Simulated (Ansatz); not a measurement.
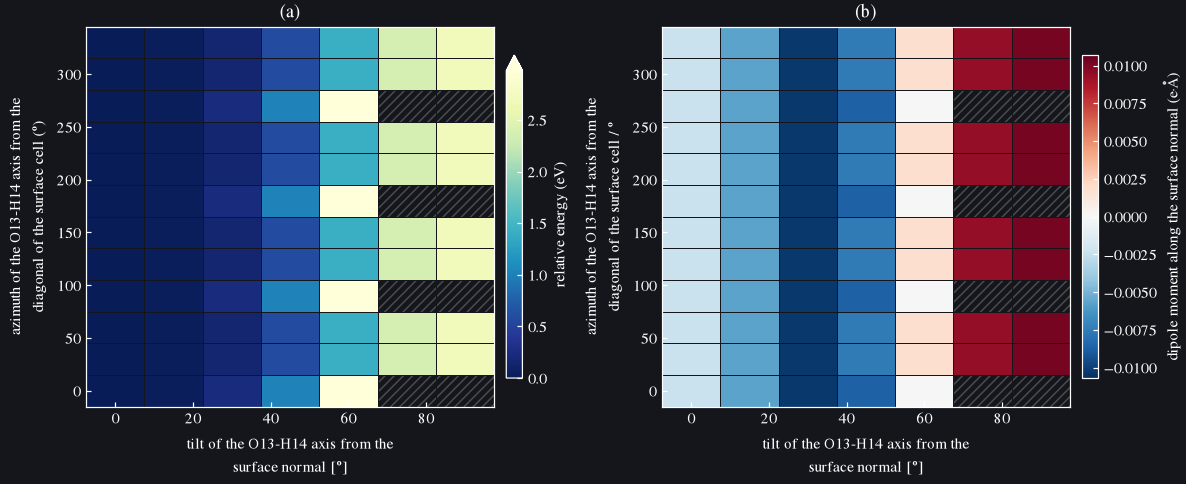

OH on an Al(100) slab cut from the Fm-3m phase, its upper half relaxed before the scan (12 atoms of substrate and one adsorbate in a 2 × 2 cell). OH stands on one site of a rigid substrate at a fixed height and bond length while its axis is turned; it sits over a hollow of the top layer over the deeper atom Al5, heights counted from the top plane; the height is held at -0.15 Å. The first coordinate is: tilt of the O13-H14 axis from the surface normal; the second: azimuth of the O13-H14 axis from the diagonal of the surface cell. The scan uses a 7 × 12 grid; 11 points were computed and 65 follow by symmetry. At 8 points there is no value (left out of the scan, as a rule where atoms come close). Points are written as (first, second). All energies are given in eV relative to the lowest grid point. These are results of Ansatz 0.2.0, DFT PBE, scalar-relativistic, plane waves, PAW, not measurements. Settings: cutoff 420 eV, k-mesh 5×5×1, gaussian smearing 0.1 eV, spin-polarised.

Panel (a) is the energy; panel (b) is the computed dipole moment along the surface normal, in e·Å.

The picture shows one coloured cell a grid point, one colour for all values above the top of the scale, hatched blanks where no value was computed.

**How does the dipole moment along the surface normal vary over the map, and what is it at the lowest grid point?**

Leaving out the highest fifth of the energies, it runs from −0.01 e·Å at (30°, 0°) to 0.01 e·Å at (75°, 30°). At the lowest grid point, (0°, 0°), it is 0.00 e·Å. That point lies on the edge of the scan.

PAW datasets: the set soft_1.
